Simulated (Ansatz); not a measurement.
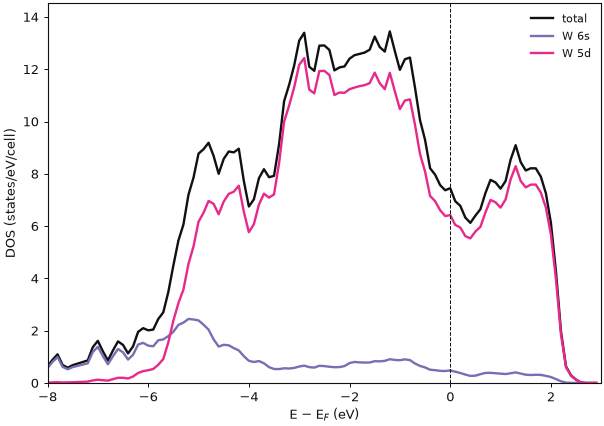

Density of states. Energies are counted from the Fermi level. The partial curves are projected on Löwdin-orthogonalised atomic shells.

System: W (amorphous cell), 10 atoms in the cell.

```xyz
10
Lattice="4.9692 0.1199 0.0178 0.0942 5.0754 -0.8357 0.0380 -0.7817 6.9750" Properties=species:S:1:pos:R:3 pbc="T T T"
W     3.6935    0.3714    3.5157
W     3.5773    0.9509    6.0887
W     1.3006    1.5210    2.4817
W     0.9630    0.4627    0.1293
W     2.4636    3.1253    4.4033
W     1.2531    4.1131    2.0294
W     3.5792    4.6365    0.0758
W     3.7484    2.5430    1.7180
W     4.9016    3.2727    4.3648
W     1.1051    2.9463   -0.2539
```

Ansatz; DFT PBE, scalar-relativistic, plane waves, PAW, no spin polarisation, 7×7×5 k mesh.

### What is the density of states at the Fermi level?

It is a metal. The density of states at the Fermi level is about 7.2 per eV and cell (mean within 0.25 eV), or 0.72 per atom.

### Which states dominate at the Fermi level?

By projected weight, the states within 0.3 eV of the Fermi level are W 5d almost alone.

Spin-orbit coupling is left out, which matters for W.
